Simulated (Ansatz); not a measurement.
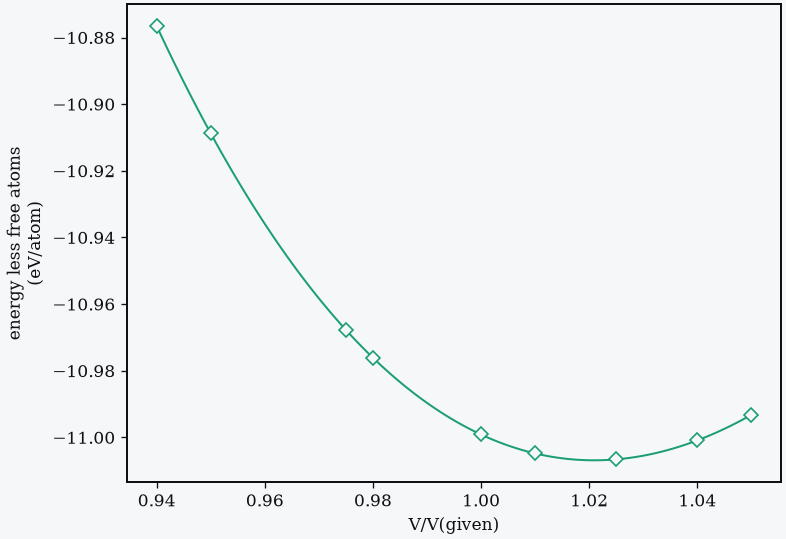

The figure shows the energy less free atoms against V/V(given) for Os, space group P6_3/mmc (No. 194).

Cell as given: a = 2.734 Å, b = 2.734 Å, c = 4.320 Å, α = 90.00°, β = 90.00°, γ = 120.00°; 2 atoms.

Calculation (Ansatz 0.2.0): periodic Kohn-Sham DFT of a crystal at fixed atoms, scaled to the stated factor times the given cell, energy less spherical unpolarised free atoms. Level: PBE.

method all-electron LAPW; relativity scalar; k mesh 15×15×9; occupations Fermi–Dirac; smearing width 0.05 eV; basis error target 0.5 (meV/atom); nucleus Gaussian.

V(given) is 13.98 Å³/atom.

Question: What equilibrium volume and bulk modulus follow from the curve?

Answer: A third-order Birch–Murnaghan fit gives V0 = 14.27 Å³/atom, B0 = 398 GPa and B′ = 4.7.

Note: no spin-orbit coupling on heavy atoms; shape and atomic fractions are frozen while scaling, which makes layered, chain and framework solids too stiff.
